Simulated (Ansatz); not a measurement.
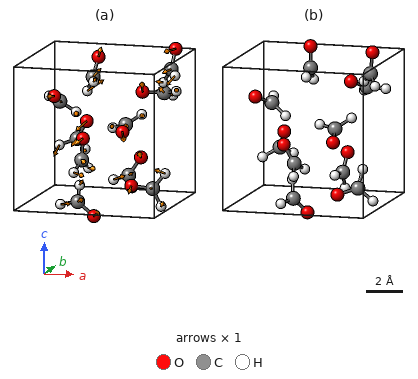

The structure of an amorphous cell of composition H$_{2}$CO before (left) and after (right) a relaxation, at one scale. The orange arrows give the displacements, at their true length.

A ball-and-stick model of the cell of the calculation, seen slightly off an axis.

The cell holds 10 H2CO. The run prepares the start of a later molecular dynamics calculation, from a guessed geometry.

Theory: Ansatz 0.2.0, DFT LDA, scalar-relativistic, plane waves, PAW. Set-up: plane-wave cutoff 420 eV; k-point mesh 1 × 1 × 1; occupations fermi dirac; smearing width 0.02 eV; no spin polarisation; atoms relaxed in a fixed cell; force threshold 0.3 eV/Å; at most 15 steps.

What changed between the two?

Answer. The relaxation stopped without meeting its thresholds, so the last structure isn't shown to be converged. It used up its limit of 15 steps. An H atom moves most: 1.19 Å along [3 2 2]. By element the largest moves are H 1.19 Å, O 0.98 Å, C 0.70 Å. The lattice vectors keep their values. Some distances before and after: C–H 1.104 → 1.129 Å, C–O 1.220 → 1.205 Å. Over 12 accepted moves (14 points after the start) the energy falls by 63.2 meV per atom. Largest force component: 2.5 eV/Å at the start, 0.49 eV/Å at the end. The line search rejected the trial steps at points 8, 12 of the run.

Limits of the set-up: the program's low-accuracy preset was used; the periodic images lie only 8.2 Å apart, so the values are limited by the cell's size.
